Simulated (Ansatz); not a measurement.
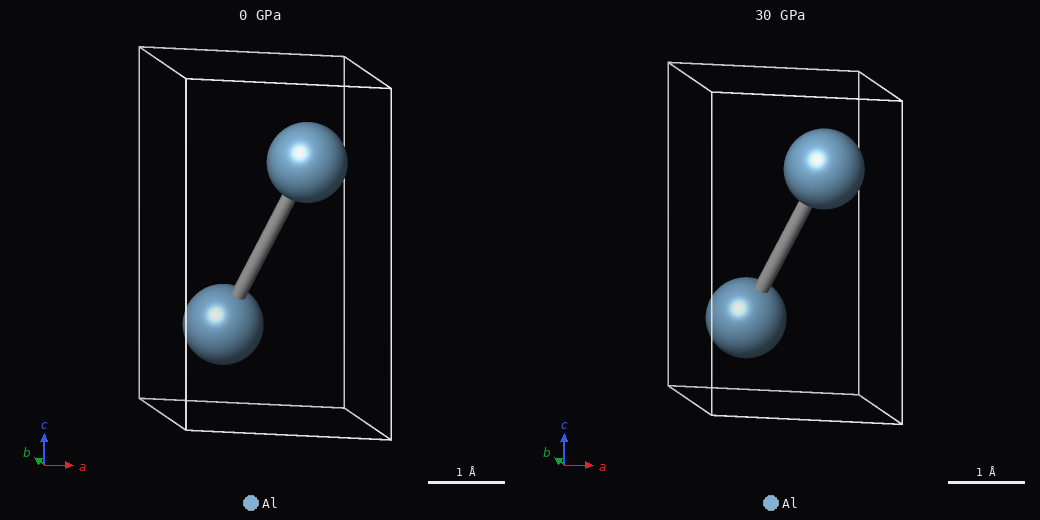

Al, hexagonal close-packed (Mg type), space group P6₃/mmc (No. 194), relaxed (cell and atoms) under a series of hydrostatic pressures; the conventional cell is drawn at the lowest and the highest, to one scale (sticks follow a distance rule). The start was a structure listed in the Materials Project. This isn't the form of Al at room conditions, which is fcc.

Alike in all runs: Ansatz 0.2.0; functional PBEsol; potentials Ansatz PAW; cutoff 420 eV; k mesh 11 × 11 × 6 on the run's cell of 2 atoms; occupations fermi-dirac, width 0.05 eV; no spin polarisation; no spin-orbit coupling.

| pressure (GPa) | volume (Å³/atom) | a (Å) | c (Å) |
| --- | --- | --- | --- |
| 0.0 | 16.318 | 2.835 | 4.688 |
| 2.0 | 15.937 | 2.813 | 4.651 |
| 5.0 | ? | ? | ? |
| 10.0 | 14.760 | 2.743 | 4.531 |
| 20.0 | 13.730 | 2.681 | 4.412 |
| 30.0 | 12.953 | 2.634 | 4.312 |

Q: What equation of state do the given rows imply, and what volume does it predict for the missing row?

A: The fit gives V0 = 16.31 Å³/atom, B0 = 82 GPa and B0′ = 4.0, which puts the volume at 5.0 GPa at 15.44 Å³/atom. The run gave volume 15.439 Å³/atom; a 2.784 Å; c 4.601 Å.

Q: Which axis yields most up to 30 GPa?

A: The axes shrink nearly alike: a −7.1 %, c −8.0 %, against −20.6 % in volume.

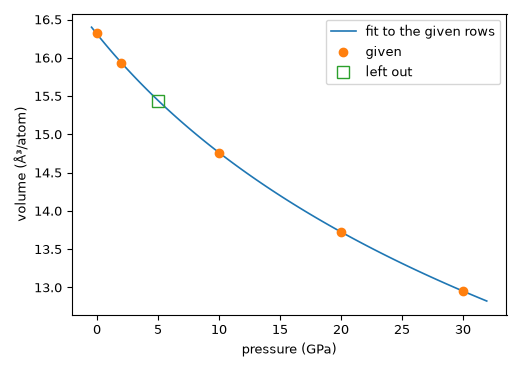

Volume against pressure, with the fit. The structure was kept in its own symmetry, so a change to another phase within this range wouldn't be seen.

Caveat: the plane-wave basis is chosen anew once the cell has moved, so the energies of steps on either side of that aren't comparable.
